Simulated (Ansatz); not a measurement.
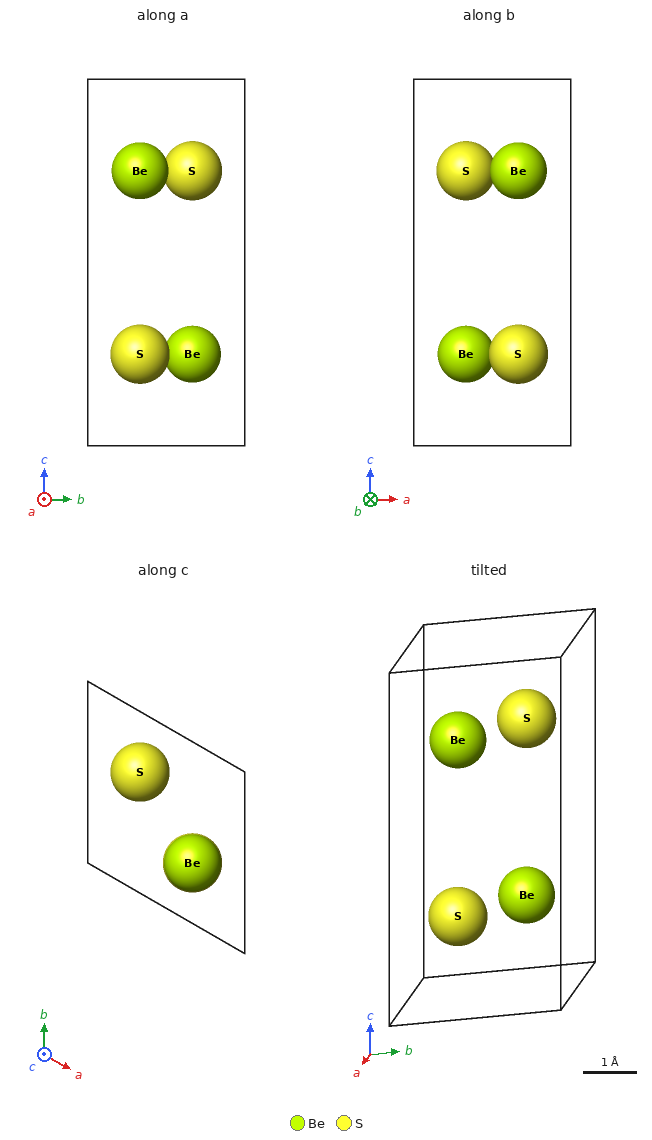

View along the a axis, along the b axis, along the c axis and slightly off an axis, drawn as a spheres-only model. The lines enclose the conventional unit cell; boundary atoms appear with their images.

Lattice parameters: a = 3.4622 Å, b = 3.4622 Å, c = 6.9924 Å, α = 90.000°, β = 90.000°, γ = 120.000°.

Write down what is shown as a CIF with its space group and independent sites.

```cif
data_structure
_symmetry_space_group_name_H-M 'P 63/m m c'
_symmetry_Int_Tables_number 194
_cell_length_a 3.4622
_cell_length_b 3.4622
_cell_length_c 6.9924
_cell_angle_alpha 90.000
_cell_angle_beta 90.000
_cell_angle_gamma 120.000
_cell_volume 72.59
loop_
_atom_site_label
_atom_site_type_symbol
_atom_site_symmetry_multiplicity
_atom_site_Wyckoff_symbol
_atom_site_fract_x
_atom_site_fract_y
_atom_site_fract_z
_atom_site_occupancy
Be1 Be 2 c 0.3333 0.6667 0.2500 1
S1 S 2 d 0.6667 0.3333 0.2500 1
```

Its origin is a structure type filled with these elements by a generator (whether the compound takes this form wasn't checked). Earlier steps of the study may have refined or changed the cell and positions. Ansatz was used for an electronic-structure calculation on it.
